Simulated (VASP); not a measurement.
Run report: InP, band-structure run (part 2 of 2)

Continued. System: InP (F-43m, 2 atoms in the cell). Method: Kohn-Sham DFT of a periodic cell, PBE, spin-orbit coupling, VASP PAW PBE potentials, recommended, no spin polarisation (VASP 6.6.1); cutoff 520 eV, 6×6×6 k-mesh, Gaussian smearing of 0.03 eV. The structure derives from an entry of the Crystallography Open Database.

Geometry of the input (Å; fractional positions):
```
0.0000  2.9792  2.9792
2.9792  0.0000  2.9792
2.9792  2.9792  0.0000
In 0.0000  0.0000  0.0000
P  0.2500  0.2500  0.2500
```

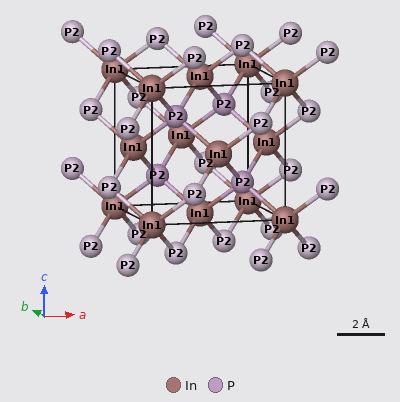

Figure 1. The structure as given in the input (ball-and-stick view of the cell 4 times as large as that of the calculation, set on its symmetry axes, seen slightly off an axis; neighbours outside the cell are drawn fainter; atoms are numbered from 1 in the order of the input).

### Parts of OUTCAR, continued
```
   k-points           NKPTS =     22   k-points in BZ     NKDIM =     22   number of bands    NBANDS=     32
   number of dos      NEDOS =    301   number of ions     NIONS =      2
   total plane-waves  NPLWV =  32768
   dimension x,y,z NGX =    32 NGY =   32 NGZ =   32
   dimension x,y,z NGXF=    64 NGYF=   64 NGZF=   64
   ions per type =               1   1
   NGX,Y,Z   is equivalent  to a cutoff of  12.63, 12.63, 12.63 a.u.
   NGXF,Y,Z  is equivalent  to a cutoff of  25.25, 25.25, 25.25 a.u.
 SYSTEM =  InP
   PREC   = accura    normal or accurate (medium, high low for compatibility)
   ISTART =      0    job   : 0-new  1-cont  2-samecut
   ICHARG =      2    charge: 1-file 2-atom 10-const
   ISPIN  =      1    spin polarized calculation?
   LNONCOLLINEAR =      T non collinear calculations
   LSORBIT =      T    spin-orbit coupling
   LASPH  =      T    aspherical Exc in radial PAW
   ENCUT  =  520.0 eV  38.22 Ry    6.18 a.u.   7.83  7.83  7.83*2*pi/ulx,y,z
   NELM   =     80;   NELMIN=  2; NELMDL= -5     # of ELM steps
   EDIFF  = 0.1E-05   stopping-criterion for ELM
   LREAL  =      F    real-space projection
   EDIFFG = 0.1E-04   stopping-criterion for IOM
   NSW    =      0    number of steps for IOM
   IBRION =     -1    ionic relax: 0-MD 1-quasi-New 2-CG
   NFREE  =      0    steps in history (QN), initial steepest desc. (CG)
   ISIF   =      2    stress and relaxation
   ISYM   =      2    0-nonsym 1-usesym 2-fastsym
   POTIM  = 0.5000    time-step for ionic-motion
   TEBEG  =    0.0;   TEEND  =   0.0 temperature during run
   PSTRESS=    0.0 pullay stress
   NELECT =      18.0000    total number of electrons
   NUPDOWN=      -1.0000    fix difference up-down
   EMIN   =  10.00;   EMAX   =-10.00  energy-range for DOS
   EFERMI =   0.00;   METHOD = LEGACY
   ISMEAR =     0;   SIGMA  =   0.03  broadening in eV -4-tet -1-fermi 0-gaus
   EFERMI_NEDOS =   21; number of points for ismear=-14 and -15
   IALGO  =     38    algorithm
   IMIX   =      4    mixing-type and parameters
     AMIX     =   0.40;   BMIX     =  1.00
     AMIX_MAG =   1.60;   BMIX_MAG =  1.00
  volume/ion in A,a.u.               =      26.44       178.43
  Fermi-wavevector in a.u.,A,eV,Ry     =   1.143043  2.160039 17.776669  1.306548
  Thomas-Fermi vector in A             =   2.279740
   LORBIT       =     11    0 simple, 1 ext, 2 COOP (PROOUT), +10 PAW based schemes
   GGA     = PE    functional components
   LHFCALC =     F    Hartree Fock is set to
   AEXX    =    0.0000 exact exchange contribution
   IVDW    =     0    specifies the selected vdW correction
   LEPSILON=     F    determine dielectric tensor
   LRPA    =     F    only Hartree local field effects (RPA)
 Gauss-broadening in eV      SIGMA  =   0.03
  energy-cutoff  :      520.00
  volume of cell :       52.88
 maximum number of plane-waves:      2870
   NGX = 15   NGY = 15   NGZ = 15

 number of electron      18.0000005 magnetization       0.0000000      0.0000000     -0.0000000

 number of electron      18.0000005 magnetization       0.0000000      0.0000000      0.0000000

 number of electron      18.0000005 magnetization      -0.0000000      0.0000000     -0.0000000

 Free energy of the ion-electron system (eV)
  ---------------------------------------------------
  ext. energy  EPLUGINS =         0.00000000
  ---------------------------------------------------
  free energy    TOTEN  =        -8.43082342 eV

  energy without entropy =       -8.43082342  energy(sigma->0) =       -8.43082342

 E-fermi :   4.8822     XC(G=0):  -9.0627     alpha+bet :-10.5671

 val. band max:        4.6983900504   @ k =   0.0000   0.0000   0.0000
 cond. band min:       5.1094343870   @ k =   0.0000   0.0000   0.0000
 fundamental gap:      0.4110443366
 Fermi energy:         4.8821792729

 k-point     1 :       0.0000    0.0000    0.0000
  band No.  band energies     occupation
      1      -9.8931      1.00000
      2      -9.8931      1.00000
      3      -9.8931      1.00000
      4      -9.8931      1.00000
      5      -9.1017      1.00000
      6      -9.1017      1.00000
      7      -9.0150      1.00000
      8      -9.0150      1.00000
      9      -9.0150      1.00000
     10      -9.0150      1.00000
     11      -6.5225      1.00000
     12      -6.5225      1.00000
     13       4.6029      1.00000
     14       4.6029      1.00000
     15       4.6984      1.00000
     16       4.6984      1.00000
     17       4.6984      1.00000
     18       4.6984      1.00000
     19       5.1094      0.00000
     20       5.1094      0.00000
     21       8.4580      0.00000
     22       8.4580      0.00000
     23       8.8964      0.00000
     24       8.8964      0.00000
     25       8.8964      0.00000
     26       8.8964      0.00000
     27      13.0226      0.00000
     28      13.0226      0.00000
     29      14.0357      0.00000
     30      14.0357      0.00000

 k-point     2 :       0.1667    0.0000    0.0000
  band No.  band energies     occupation
      1      -9.8961      1.00000
      2      -9.8961      1.00000
      3      -9.8943      1.00000
      4      -9.8871      1.00000
      5      -9.1040      1.00000
      6      -9.1040      1.00000
      7      -9.0256      1.00000
      8      -9.0256      1.00000
      9      -9.0105      1.00000
     10      -9.0015      1.00000
     11      -6.2328      1.00000
     12      -6.2328      1.00000
     13       2.5044      1.00000
     14       2.5044      1.00000
     15       4.3458      1.00000
     16       4.3458      1.00000
     17       4.4201      1.00000
     18       4.4318      1.00000
     19       6.2883      0.00000
     20       6.2883      0.00000
     21       8.9138      0.00000
     22       8.9138      0.00000
     23       9.1986      0.00000
     24       9.1986      0.00000
     25       9.2991      0.00000
     26       9.3032      0.00000
     27      13.2221      0.00000
     28      13.2443      0.00000
     29      13.2443      0.00000
     30      13.2664      0.00000

 k-point     3 :      -0.1667    0.0000    0.0000
  band No.  band energies     occupation
      1      -9.8961      1.00000
      2      -9.8961      1.00000
      3      -9.8943      1.00000
      4      -9.8871      1.00000
      5      -9.1040      1.00000
      6      -9.1040      1.00000
      7      -9.0256      1.00000
      8      -9.0256      1.00000
      9      -9.0105      1.00000
     10      -9.0015      1.00000
     11      -6.2328      1.00000
     12      -6.2328      1.00000
     13       2.5044      1.00000
     14       2.5044      1.00000
     15       4.3458      1.00000
     16       4.3458      1.00000
     17       4.4201      1.00000
     18       4.4318      1.00000
     19       6.2883      0.00000
     20       6.2883      0.00000
     21       8.9138      0.00000
     22       8.9138      0.00000
     23       9.1986      0.00000
     24       9.1986      0.00000
     25       9.2991      0.00000
     26       9.3031      0.00000
     27      13.2221      0.00000
     28      13.2443      0.00000
     29      13.2443      0.00000
     30      13.2664      0.00000

 k-point     4 :       0.3333    0.0000    0.0000
  band No.  band energies     occupation
      1      -9.9039      1.00000
      2      -9.9039      1.00000
      3      -9.8900      1.00000
      4      -9.8829      1.00000
      5      -9.1066      1.00000
      6      -9.1066      1.00000
      7      -9.0434      1.00000
      8      -9.0434      1.00000
      9      -8.9917      1.00000
     10      -8.9827      1.00000
     11      -5.4917      1.00000
     12      -5.4917      1.00000
     13       0.2642      1.00000
     14       0.2642      1.00000
     15       3.8964      1.00000
     16       3.8964      1.00000
     17       3.9908      1.00000
     18       4.0010      1.00000
     19       6.1931      0.00000
     20       6.1931      0.00000
     21       9.3996      0.00000
     22       9.3996      0.00000
     23       9.6067      0.00000
     24       9.6112      0.00000
     25      10.7775      0.00000
     26      10.7775      0.00000
     27      13.4517      0.00000
     28      13.4517      0.00000
     29      13.6685      0.00000
     30      13.6685      0.00000

 k-point     5 :      -0.3333    0.0000    0.0000
  band No.  band energies     occupation
      1      -9.9039      1.00000
      2      -9.9039      1.00000
      3      -9.8900      1.00000
      4      -9.8829      1.00000
      5      -9.1066      1.00000
      6      -9.1066      1.00000
      7      -9.0434      1.00000
      8      -9.0434      1.00000
      9      -8.9917      1.00000
     10      -8.9827      1.00000
     11      -5.4917      1.00000
     12      -5.4917      1.00000
     13       0.2642      1.00000
     14       0.2642      1.00000
     15       3.8964      1.00000
     16       3.8964      1.00000
     17       3.9908      1.00000
     18       4.0010      1.00000
     19       6.1931      0.00000
     20       6.1931      0.00000
     21       9.3996      0.00000
     22       9.3996      0.00000
     23       9.6067      0.00000
     24       9.6112      0.00000
     25      10.7775      0.00000
     26      10.7775      0.00000
     27      13.4517      0.00000
     28      13.4517      0.00000
     29      13.6685      0.00000
     30      13.6685      0.00000

 [... the levels of 16 k-points are left out ...]

 k-point    22 :      -0.3333    0.5000    0.1667
  band No.  band energies     occupation
      1      -9.9603      1.00000
      2      -9.9086      1.00000
      3      -9.8594      1.00000
      4      -9.8494      1.00000
      5      -9.1826      1.00000
      6      -9.0737      1.00000
      7      -9.0184      1.00000
      8      -9.0076      1.00000
      9      -8.9956      1.00000
     10      -8.9780      1.00000
     11      -4.3083      1.00000
     12      -4.3076      1.00000
     13      -0.7782      1.00000
     14      -0.7690      1.00000
     15       1.9771      1.00000
     16       2.0522      1.00000
     17       2.1017      1.00000
     18       2.1434      1.00000
     19       7.9278      0.00000
     20       7.9896      0.00000
     21       8.1797      0.00000
     22       8.1942      0.00000
     23      11.2164      0.00000
     24      11.3754      0.00000
     25      11.6398      0.00000
     26      11.6580      0.00000
     27      14.3838      0.00000
     28      14.4220      0.00000
     29      15.6916      0.00000
     30      15.7917      0.00000
 [bands above 30 left out]

------------------------ aborting loop because EDIFF is reached ----------------------------------------

  FORCE on cell =-STRESS in cart. coord.  units (eV):
  Direction    XX          YY          ZZ          XY          YZ          ZX
  --------------------------------------------------------------------------------------
  -------------------------------------------------------------------------------------
  Total       -0.0241242     -0.0241242     -0.0241242      0.0000000     -0.0000000      0.0000000
  in kB       -0.7308938     -0.7308938     -0.7308938      0.0000000     -0.0000000      0.0000000
  external PRESSURE =      -0.7308938 kB  Pullay stress =       0.0000000 kB

 VOLUME and BASIS-vectors are now :
 -----------------------------------------------------------------------------
  energy-cutoff  :      520.00
  volume of cell :       52.88
      direct lattice vectors                 reciprocal lattice vectors
     0.000000000  2.979153822  2.979153822    -0.167832891  0.167832891  0.167832891
     2.979153822  0.000000000  2.979153822     0.167832891 -0.167832891  0.167832891
     2.979153822  2.979153822  0.000000000     0.167832891  0.167832891 -0.167832891

 POSITION                                       TOTAL-FORCE (eV/Angst)
 -----------------------------------------------------------------------------------
      0.00000      0.00000      0.00000        -0.000000     -0.000000     -0.000000
      1.48958      1.48958      1.48958         0.000000      0.000000      0.000000
 -----------------------------------------------------------------------------------
    total drift:                               -0.000000     -0.000000     -0.000000

  FREE ENERGIE OF THE ION-ELECTRON SYSTEM (eV)
  ---------------------------------------------------
  free  energy   TOTEN  =        -8.4308234246 eV

  energy  without entropy=       -8.4308234246  energy(sigma->0) =       -8.43082342

 Spin-Orbit-Coupling matrix elements

 Ion:    1  E_soc:     -0.0702132
 l=   1
     0.0000000    -0.0052362    -0.0052362
    -0.0052362     0.0000000    -0.0052362
    -0.0052362    -0.0052362     0.0000000
 l=   2
     0.0000000    -0.0013226     0.0000000    -0.0013226    -0.0051434
    -0.0013226     0.0000000    -0.0038575    -0.0013226    -0.0012858
     0.0000000    -0.0038575     0.0000000    -0.0038575     0.0000000
    -0.0013226    -0.0013226    -0.0038575     0.0000000    -0.0012858
    -0.0051434    -0.0012858     0.0000000    -0.0012858     0.0000000
 l=   3
     0.0000000     0.0000000     0.0000000     0.0000000     0.0000000     0.0000000     0.0000000
     0.0000000     0.0000000     0.0000000     0.0000000     0.0000000     0.0000000     0.0000000
     0.0000000     0.0000000     0.0000000     0.0000000     0.0000000     0.0000000     0.0000000
     0.0000000     0.0000000     0.0000000     0.0000000     0.0000000     0.0000000     0.0000000
     0.0000000     0.0000000     0.0000000     0.0000000     0.0000000     0.0000000     0.0000000
     0.0000000     0.0000000     0.0000000     0.0000000     0.0000000     0.0000000     0.0000000
     0.0000000     0.0000000     0.0000000     0.0000000     0.0000000     0.0000000     0.0000000

 Ion:    2  E_soc:     -0.0010970
 l=   1
     0.0000000    -0.0001828    -0.0001828
    -0.0001828     0.0000000    -0.0001828
    -0.0001828    -0.0001828     0.0000000
 l=   2
     0.0000000     0.0000000     0.0000000     0.0000000     0.0000000
     0.0000000     0.0000000     0.0000000     0.0000000     0.0000000
     0.0000000     0.0000000     0.0000000     0.0000000     0.0000000
     0.0000000     0.0000000     0.0000000     0.0000000     0.0000000
     0.0000000     0.0000000     0.0000000     0.0000000     0.0000000
 l=   3
     0.0000000     0.0000000     0.0000000     0.0000000     0.0000000     0.0000000     0.0000000
     0.0000000     0.0000000     0.0000000     0.0000000     0.0000000     0.0000000     0.0000000
     0.0000000     0.0000000     0.0000000     0.0000000     0.0000000     0.0000000     0.0000000
     0.0000000     0.0000000     0.0000000     0.0000000     0.0000000     0.0000000     0.0000000
     0.0000000     0.0000000     0.0000000     0.0000000     0.0000000     0.0000000     0.0000000
     0.0000000     0.0000000     0.0000000     0.0000000     0.0000000     0.0000000     0.0000000
     0.0000000     0.0000000     0.0000000     0.0000000     0.0000000     0.0000000     0.0000000

 total charge

# of ion       s       p       d       tot
------------------------------------------
    1        0.823   0.719   9.894  11.436
    2        1.032   1.471   0.000   2.503
--------------------------------------------------
tot          1.855   2.190   9.894  13.939

 magnetization (x)

# of ion       s       p       d       tot
------------------------------------------
    1       -0.000   0.000   0.000   0.000
    2        0.000  -0.000   0.000  -0.000
--------------------------------------------------
tot          0.000  -0.000   0.000  -0.000

 magnetization (y)

# of ion       s       p       d       tot
------------------------------------------
    1        0.000   0.000   0.000   0.000
    2        0.000   0.000   0.000   0.000
--------------------------------------------------
tot          0.000   0.000   0.000   0.000

 magnetization (z)

# of ion       s       p       d       tot
------------------------------------------
    1       -0.000   0.000   0.000   0.000
    2       -0.000   0.000   0.000  -0.000
--------------------------------------------------
tot         -0.000   0.000   0.000   0.000
```

### CONTCAR
```
InP
   1.00000000000000
     0.0000000000000000    2.9791538216000002    2.9791538216000002
     2.9791538216000002    0.0000000000000000    2.9791538216000002
     2.9791538216000002    2.9791538216000002    0.0000000000000000
  In              P
     1     1
Direct
     0.0000000000000000    0.0000000000000000    0.0000000000000000
     0.2500000000000000    0.2500000000000000    0.2500000000000000

  0.00000000E+00  0.00000000E+00  0.00000000E+00
  0.00000000E+00  0.00000000E+00  0.00000000E+00
```

### Results in brief

- outcome: converged
- space group (tolerance 0.01 Å): F-43m (216)
- electrons treated: 18
- free energy: −8.4308 eV
- Fermi energy of the self-consistent step: 4.882 eV
- gap on the k-point mesh: 0.41 eV
- gap on the band path: 0.41 eV
- pressure: −0.07 GPa
- largest force (length of the vector): under 0.001 eV/Å
- hardware: 1 thread of Intel Xeon (Granite Rapids), 176 GiB of memory available, shared host
- wall time: 2.7 min
- peak memory: 0.32 GiB
